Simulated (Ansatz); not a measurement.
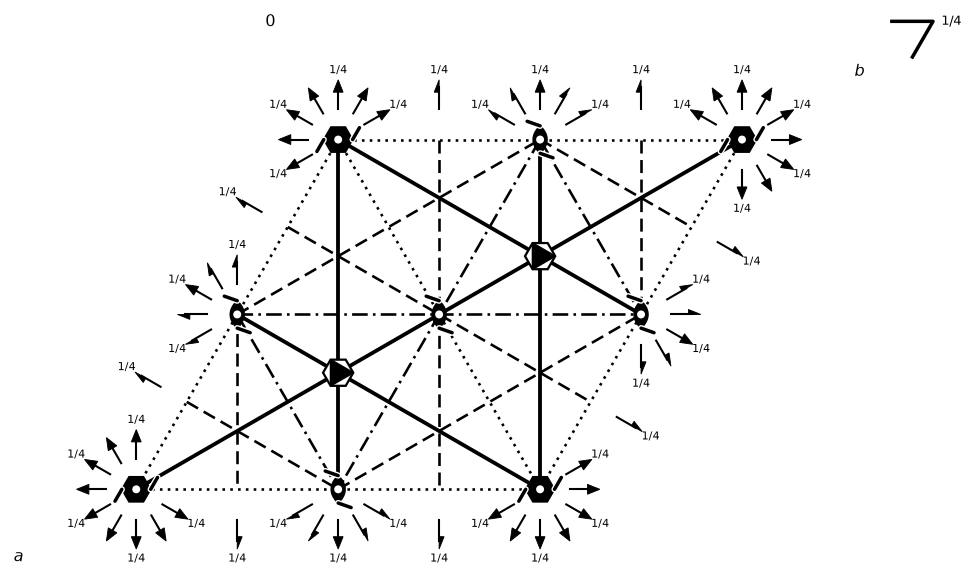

Symmetry elements of a space group, projected down c, computed from the operations of a computed or model structure of composition GaN, which need not be its known form.

Graphical symbols as in the International Tables (origin upper left, heights as fractions; handed screw axes are marked by their printed symbols).

Give the Hermann–Mauguin symbol and number.

P6_3/mmc (No. 194); primitive hexagonal, point group 6/mmm, 24 general positions a cell.

List the elements shown.

−6 axes along c at (1/3, 2/3), (2/3, 1/3); 6₃ axes along c at (0, 0); 2₁ axes along c at (0, 1/2), (1/2, 0), (1/2, 1/2); inversion centres at (0, 0), (0, 1/2), (1/2, 0), (1/2, 1/2); mirror planes holding c and [1 2 0] or [2 1 0] or [−1 1 0]; in-plane glide planes holding c and [1 2 0] or [2 1 0] or [−1 1 0]; c glide planes normal to a*, at x = 0; n glide planes normal to a*, at x = 1/2; c glide planes normal to b*, at y = 0; n glide planes normal to b*, at y = 1/2; c glide planes holding c and [1 1 0]; diagonal glide planes holding c and [1 1 0]; a mirror plane normal to c at height 1/4; 2 axes along [1 1 0] at height 0; 2 axes along [1 2 0] at height 1/4; 2 axes along [2 1 0] at height 1/4; 2 axes along [−1 1 0] at height 1/4; 2 axes along a at height 0; 2 axes along b at height 0; 2₁ axes along [1 1 0] at height 0; 2₁ axes along [1 2 0] at height 1/4; 2₁ axes along [2 1 0] at height 1/4; 2₁ axes along [−1 1 0] at height 1/4; 2₁ axes along a at height 0; 2₁ axes along b at height 0. Heights repeat every half period; positions are (a, b) fractions, modulo 1.
